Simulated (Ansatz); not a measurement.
Geometry relaxation, with input and output: HfS₂ (part 2 of 2)

Continued. System: HfS₂ (P-3m1, 3 atoms in the cell). Method: DFT PBE+D3(BJ), scalar-relativistic, plane waves, PAW, no spin polarisation (Ansatz 0.2.0); cutoff 420 eV, 12×12×6 k-mesh, Gaussian smearing of 0.02 eV. The structure derives from a Materials Project entry.

Geometry of the input (Å; fractional positions):
```
3.6397  0.0000  0.0000
-1.8198  3.1520  0.0000
0.0000  0.0000  6.0556
Hf 0.0000  0.0000  0.0000
S  0.6667  0.3333  0.7640
S  0.3333  0.6667  0.2360
```

### The program's output, continued
```
relax step   7: F+E_penalty+E_count = -17531.16484849 eV  Δ(F+E_penalty+E_count) = -2.766e-5 eV  max|allowed force component| = 4.638e-4 eV/Å  Δτ_max = 0.0006 Å  P = -0.010 GPa  Ω = 64.976 Å³  energy of the carried Pulay correction = +6.475e-4 eV  (8 SCF iters, accepted)
Basis set: ecut = 420 eV, 1243 PW (Γ), exchange–correlation on 50×50×80 points (8 copies of the dense FFT grid, shifted against one another)
Initial wavefunctions: pseudopotential atomic-orbital guess (no wavefunctions were taken with the density)
iter 1 solved again at ethr=2.84e-7 eV; its pass at ethr=3.10e-3 eV (dr2=1.08e-4 eV) is discarded
SCF iter   1: F=—  HF=-17531.164185 eV  |F-HF|=—  |Δ(HF+E_count)|=         —  Δρ=5.49e-5  dr2=2.44e-7  ethr=2.84e-7  ⟨swp⟩=3.0  Hψ=16058  notcnv=0
preconditioner: auto → Resta (q_TF=auto, 2.495 Å⁻¹)  ε∞=5.6  [insulator: Δε(μ)=0.853 eV  Ē_g=11.754 eV  σ=0.020 eV  W_gap=1.00  n_scr=22 (ndim 8)  ℏωp=25.2 eV  f_vac=0.045  D(μ)=0.00/eV (n_scr^D=0)  ε∞_Penn≈5.6]
SCF iter   2: F=—  HF=-17531.164284 eV  |F-HF|=—  |Δ(HF+E_count)|=   9.86e-5  Δρ=4.17e-5  dr2=6.24e-7  ethr=6.42e-10  ⟨swp⟩=3.1  Hψ=5188  notcnv=0
SCF iter   3: F=—  HF=-17531.164284 eV  |F-HF|=—  |Δ(HF+E_count)|=   6.16e-8  Δρ=2.13e-5  dr2=8.73e-8  ethr=6.42e-10  ⟨swp⟩=2.0  Hψ=4151  notcnv=0
SCF iter   4: F=—  HF=-17531.164284 eV  |F-HF|=—  |Δ(HF+E_count)|=   6.27e-8  Δρ=5.42e-6  dr2=6.52e-9  ethr=2.30e-10  ⟨swp⟩=2.2  Hψ=3820  notcnv=0
SCF iter   5: F=—  HF=-17531.164284 eV  |F-HF|=—  |Δ(HF+E_count)|=   4.65e-9  Δρ=8.33e-7  dr2=1.11e-10  ethr=1.72e-11  ⟨swp⟩=2.0  Hψ=4148  notcnv=0
SCF iter   6: F=-17531.164284 eV  HF=-17531.164284 eV  |F-HF|=0.00e0  |Δ(HF+E_count)|=  2.91e-10  Δρ=2.27e-7  dr2=1.09e-11  ethr=1.00e-12  ⟨swp⟩=6.0  Hψ=11354  notcnv=0
SCF 8 converged in 6 iterations: F = -17531.164284 eV  dr2 = 1.09e-11
relax step   8: F+E_penalty+E_count = -17531.16428373 eV  Δ(F+E_penalty+E_count) = +5.648e-4 eV  max|allowed force component| = 6.665e-4 eV/Å  Δτ_max = 0.0000 Å  P = -0.013 GPa  Ω = 64.976 Å³  stress off target by 1.56e-2 GPa  SCF on the basis re-selected at this cell (its energy is not comparable with the rows above)  (6 SCF iters)
```

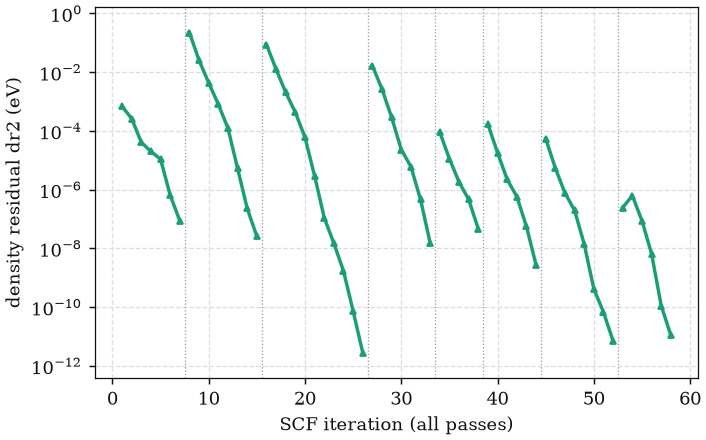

Figure 1. Convergence of the self-consistent field: density residual dr2 against the SCF iteration. The dotted lines part the SCF passes of the relaxation: geometry steps, rejected trials and re-solves on a re-selected basis. The 8 passes take 5 to 11 iterations each, 58 in all.

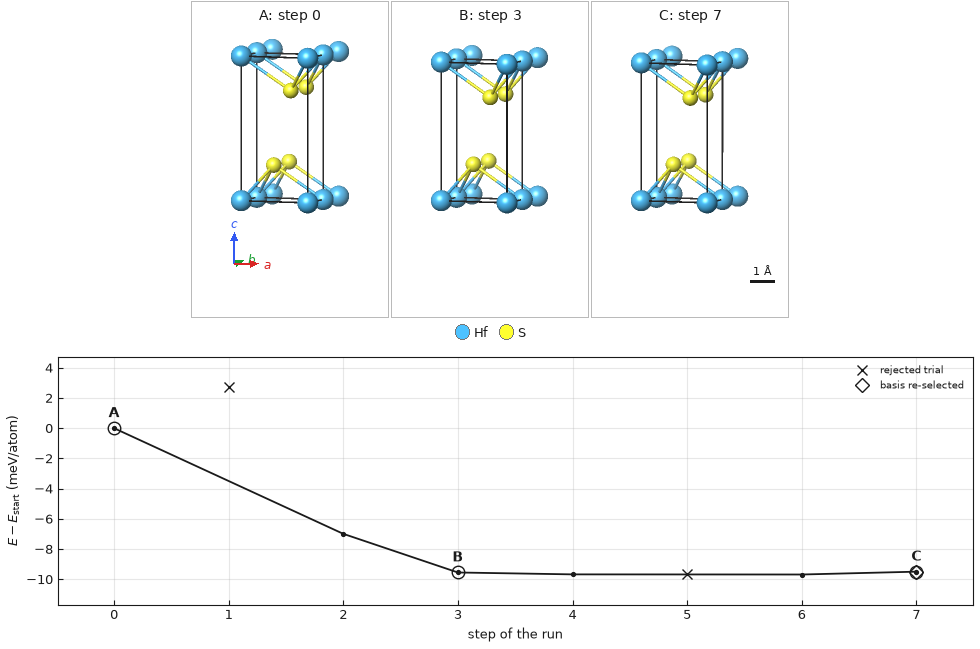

Figure 2. Frames of the relaxation (ball-and-stick view of the cell of the calculation, repeated 1 × 2 × 1, seen at an oblique angle) above the curves, on which the letters mark them (the first geometry is step 0 here and step 1 in the log).

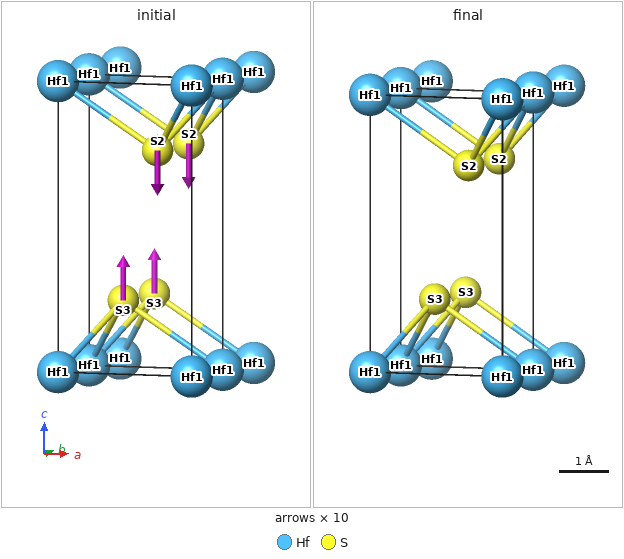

Figure 3. Before (left) and after (right) the relaxation, at one scale (ball-and-stick view of the cell of the calculation, repeated 1 × 2 × 1, seen at an oblique angle). The pink arrows give the displacements (without the part carried along by the change of the cell), magnified 10 times. The largest moves relative to the cell, 0.094 Å, are those of S2 and S3. Hf stays in place. Cell: a = b 3.640 → 3.606 Å (−0.9 %), c 6.056 → 5.770 Å (−4.7 %). Volume −6.5 %. The space group stays P-3m1 (No. 164). Over 6 geometry steps the energy falls by 9.7 meV per atom. Largest force component: 0.23 eV/Å at the start, 0.00067 eV/Å at the end. The pressure goes from −0.52 to −0.01 GPa. The line search rejected the trial steps at points 1, 5 (counted from 0) and went back. A last SCF at the same geometry on a re-selected plane-wave basis shifts the energy by +0.2 meV per atom. (Atoms are counted from 1 in the order of the input.)

```
basis re-selected at this cell: Δ(F+E_penalty+E_count) = +5.648e-4 eV, ΔP = -0.003 GPa vs the last step (what re-selecting the basis moved, of the pressure what is left beyond the Pulay correction that the steps carried, after the strain that the cell walked since its last selection, with what the two solves' SCF thresholds leave and, on support functions, any second-order correction that the steps lacked; it is no measure of the basis error at this ecutwfc). The dense FFT grid was sized anew with the basis: this SCF ran on 25×25×40 points, the steps before it on 25×25×45, so part of this shift can come from that change (see relax.cell in the input reference). This SCF's stress stands 1.56e-2 GPa from its target on what of the cell is left free (relax.cell.stress_tol is 5.00e-2 GPa) and its largest allowed force component is 6.67e-4 eV/Å (relax.f_tol is 5.00e-3 eV/Å): within both
SCF converged after 6 iterations
Free energy (F): -17531.164284 eV
Harris-Foulkes:  -17531.164284 eV  (|F-HF|=0.00e0)
Internal energy: -17531.164284 eV  (E = F + TS)
E sigma→0 (E₀):  -17531.164284 eV
Fermi energy:    10.082309 eV
--- Per-component energies (eV) ---
  E_band       = -190.705643
  E_kinetic    = 635.143141
  E_local      = -8015.996361  (includes V_loc(G=0)·N_el)
  E_nonlocal   = -1186.764907
  E_hartree    = 3701.609394
  E_xc         = -494.421424
  E_vxc        = -441.239302  (∫ρ·V_xc dr)
  E_paw        = -8127.522940  (= ΣΔE_a)
  E_vpaw       = 1414.932839  (= ΣTr[D̂ρ^β])
  E_aug_tail   = 0.000002  (compensation charges beyond the density's cutoff)
  E_ewald      = -4042.189047
  E_disp       = -1.022141  (pairwise vdW)
  E_smearing   = -0.000000  (= −TS)
  E_closure    = 0.000000  (closes the sum)
  Σ components = -17531.164284   (vs F -17531.164284, Δ=0.00e0)
--- Forces (eV/Å), atoms counted from 1 ---
  atom   1  Hf    -0.00000000    -0.00000000     0.00000000
  atom   2  S      0.00000000     0.00000000    -0.00066650
  atom   3  S     -0.00000000     0.00000000     0.00066650
  max |Σ_I F_I| component: 9.25e-18 eV/Å
--- Stress (GPa, compression-positive) ---
       -0.011953      -0.000000       0.000000
       -0.000000      -0.011953       0.000000
        0.000000       0.000000      -0.015637
  P = ⅓ Tr σ = -0.0132 GPa (-0.132 kbar)
--- Band table (eV; the first three rows and the last of 100) ---
  k-point 0: bands = ["-52.4569", "-21.1483", "-21.0331", "-21.0331", "-3.6915", "-2.5881", "-2.4146", "-2.3956", "-2.3956", "-2.3856", "-2.3856", "-2.3747", "-1.6893", "4.5812", "6.7517", "6.7517", "9.4814", "9.4814", "9.6560", "11.5101", "11.5101", "12.0623", "14.8176"]
  k-point 1: bands = ["-52.4569", "-21.1484", "-21.0331", "-21.0331", "-3.6309", "-2.6064", "-2.4146", "-2.3956", "-2.3956", "-2.3856", "-2.3856", "-2.3747", "-1.7859", "4.8240", "6.7650", "6.7650", "9.1525", "9.4357", "9.4357", "11.4962", "11.4962", "12.2007", "14.9426"]
  k-point 2: bands = ["-52.4569", "-21.1486", "-21.0331", "-21.0331", "-3.4815", "-2.6699", "-2.4146", "-2.3956", "-2.3956", "-2.3856", "-2.3856", "-2.3747", "-1.9745", "5.4370", "6.7926", "6.7926", "8.1744", "9.3463", "9.3463", "11.4680", "11.4680", "12.3348", "15.2131"]
  k-point 99: bands = ["-52.4488", "-21.1771", "-21.1771", "-21.1018", "-2.5090", "-2.5090", "-2.4023", "-2.4017", "-2.3939", "-2.3939", "-2.3790", "-1.9192", "-1.9192", "5.7197", "5.7197", "5.8087", "7.1915", "7.6947", "7.6947", "12.3650", "12.8106", "12.8106", "15.8852"]
--- Relaxed structure (7 steps of the walk, 5 accepted, 1 SCFs on fresh bases) ---
  F+E_penalty+E_count = -17531.16428373 eV   max|allowed force component| = 6.665e-4 eV/Å   (the final SCF, on the basis selected at the relaxed cell)
  cell:  # Å, volume = 64.9762 Å³
    - [3.6058628323733437, 1.364130347453574e-33, -1.5188160135053078e-17]
    - [-1.8029314161866719, 3.1227688153974245, 7.594080067526537e-18]
    - [-2.5269598499752647e-17, -4.160930670388424e-33, 5.770387660071128]
  atoms:
    - { symbol: Hf, position: [1.0635410641218454e-34, 1.7370301818828728e-36, 7.418412301374843e-68] }
    - { symbol: S, position: [0.6666666666666666, 0.3333333333333333, 0.7476059819184573] }
    - { symbol: S, position: [0.3333333333333333, 0.6666666666666666, 0.2523940180815425] }
```

### Trajectory as extended XYZ (Å, eV, eV/Å), 8 frames, from step=1 to step=8
```
3
Lattice="3.6397 0.0000 0.0000 -1.8198 3.1520 0.0000 0.0000 0.0000 6.0556" Properties=species:S:1:pos:R:3:forces:R:3 step=1 energy=-17531.13580 pressure_GPa=-0.52
Hf    0.0000    0.0000    0.0000    0.0000   0.0000   0.0000
S     1.8198    1.0507    4.6262    0.0000   0.0000  -0.2303
S     0.0000    2.1014    1.4294    0.0000   0.0000   0.2303
3
Lattice="3.5474 0.0000 0.0000 -1.7737 3.0721 0.0000 0.0000 0.0000 5.8394" Properties=species:S:1:pos:R:3:forces:R:3 step=2 energy=-17531.12753 pressure_GPa=-0.53 accepted=F
Hf    0.0000    0.0000    0.0000    0.0000   0.0000   0.0000
S     1.7737    1.0240    4.3181    0.0000   0.0000   0.4978
S     0.0000    2.0481    1.5212    0.0000   0.0000  -0.4978
3
Lattice="3.6125 0.0000 0.0000 -1.8063 3.1286 0.0000 0.0000 0.0000 5.9482" Properties=species:S:1:pos:R:3:forces:R:3 step=3 energy=-17531.15677 pressure_GPa=-0.49
Hf    0.0000    0.0000    0.0000    0.0000   0.0000   0.0000
S     1.8063    1.0429    4.4928    0.0000   0.0000  -0.0389
S     0.0000    2.0857    1.4554    0.0000   0.0000   0.0389
3
Lattice="3.6006 0.0000 0.0000 -1.8003 3.1182 0.0000 0.0000 0.0000 5.8001" Properties=species:S:1:pos:R:3:forces:R:3 step=4 energy=-17531.16445 pressure_GPa=-0.04
Hf    0.0000    0.0000    0.0000    0.0000   0.0000   0.0000
S     1.8003    1.0394    4.3386    0.0000   0.0000   0.0224
S     0.0000    2.0788    1.4615    0.0000   0.0000  -0.0224
3
Lattice="3.6071 0.0000 0.0000 -1.8035 3.1238 0.0000 0.0000 0.0000 5.7727" Properties=species:S:1:pos:R:3:forces:R:3 step=5 energy=-17531.16482 pressure_GPa=-0.08
Hf    0.0000    0.0000    0.0000    0.0000   0.0000   0.0000
S     1.8035    1.0413    4.3163    0.0000   0.0000   0.0053
S     0.0000    2.0825    1.4564    0.0000   0.0000  -0.0053
3
Lattice="3.6041 0.0000 0.0000 -1.8021 3.1213 0.0000 0.0000 0.0000 5.7687" Properties=species:S:1:pos:R:3:forces:R:3 step=6 energy=-17531.16480 pressure_GPa=0.16 accepted=F
Hf    0.0000    0.0000    0.0000    0.0000   0.0000   0.0000
S     1.8021    1.0404    4.3135    0.0000   0.0000  -0.0243
S     0.0000    2.0809    1.4553    0.0000   0.0000   0.0243
3
Lattice="3.6059 0.0000 0.0000 -1.8029 3.1228 0.0000 0.0000 0.0000 5.7704" Properties=species:S:1:pos:R:3:forces:R:3 step=7 energy=-17531.16485 pressure_GPa=-0.01
Hf    0.0000    0.0000    0.0000    0.0000   0.0000   0.0000
S     1.8029    1.0409    4.3140    0.0000   0.0000  -0.0005
S     0.0000    2.0818    1.4564    0.0000   0.0000   0.0005
3
Lattice="3.6059 0.0000 0.0000 -1.8029 3.1228 0.0000 0.0000 0.0000 5.7704" Properties=species:S:1:pos:R:3:forces:R:3 step=8 energy=-17531.16428 pressure_GPa=-0.01
Hf    0.0000    0.0000    0.0000    0.0000   0.0000   0.0000
S     1.8029    1.0409    4.3140    0.0000   0.0000  -0.0007
S     0.0000    2.0818    1.4564    0.0000   0.0000   0.0007
```

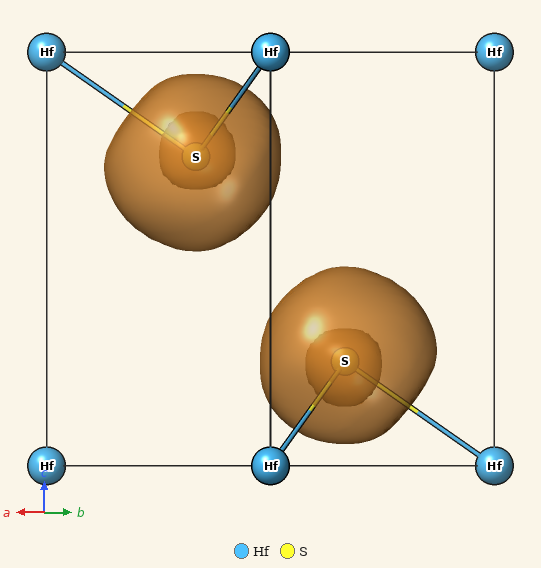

Figure 4. Isosurface of the ELF at 0.7 (orange), seen along [110]. Core shells and regions of very low density are left out. Sticks mark near contacts. The outline is the cell set on symmetry axes. Profiles from the grid: Hf–S (2.54 Å): the ELF is about 0.40 at the midpoint. Core electrons are frozen (PAW), so the fields are smoothed inside the atomic spheres.

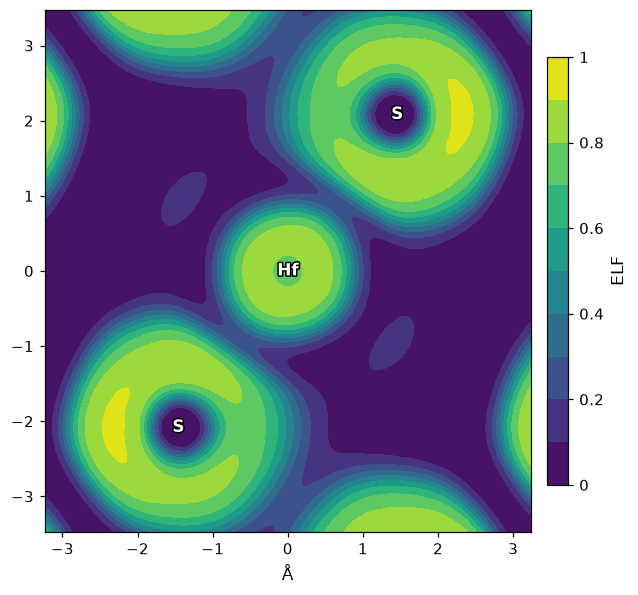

Figure 5. ELF on the (110) plane of the conventional cell. Atoms in the plane: Hf and S. Hf–S (2.54 Å): the ELF is about 0.40 at the midpoint. The strong features right at Hf lie inside the PAW spheres (semicore, d or f shells) and say nothing about bonding.

### Results in brief

| quantity | value |
| --- | --- |
| outcome | converged |
| space group (tolerance 0.01 Å) | P-3m1 (164) |
| electrons treated | 38 |
| free energy | −17531.1643 eV |
| Fermi energy | 10.082 eV |
| gap on the k-point mesh | 0.85 eV |
| pressure | −0.01 GPa |
| final volume | 64.98 Å³ |
| largest force (length of the vector) at the end | 0.001 eV/Å |
| final cell | a = 3.606 Å, b = 3.606 Å, c = 5.770 Å, α = 90.00°, β = 90.00°, γ = 120.00° |
| wall time | 26 s (CPU time 98 s) |
| peak memory | 0.48 GiB |

### Notes

Spin–orbit coupling is left out, which matters for Hf.
